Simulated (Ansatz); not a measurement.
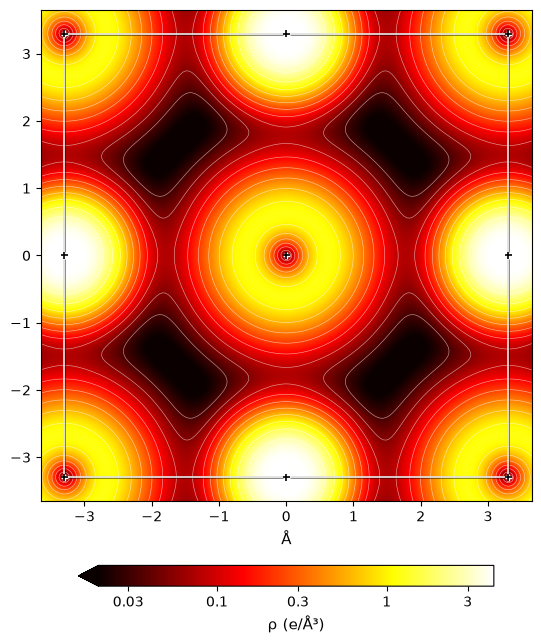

The valence charge density (pseudo) on a plane through atoms (crosses mark nuclei in the plane).

These are results of Ansatz, Kohn-Sham DFT of a periodic cell, LDA, spin-orbit coupling, Ansatz PAW, not measurements.

Candidates:
A. KBr, a = 6.60 Å, b = 6.60 Å, c = 6.60 Å, α = 90.00°, β = 90.00°, γ = 90.00°. Space group Fm-3m.
B. CdSe, a = 5.75 Å, b = 5.75 Å, c = 5.75 Å, α = 90.00°, β = 90.00°, γ = 90.00°. Space group Fm-3m; a structure from a database of computed crystals, not necessarily the ambient phase; computed pressure about −6 GPa in this cell; the program warned that a starting moment wasn't kept.

**Which system is this?**

Candidate A: KBr on the (100) plane of the conventional cell, which holds Br and K. K–Br (3.30 Å): ρ at the midpoint is about 0.09 e/Å³.
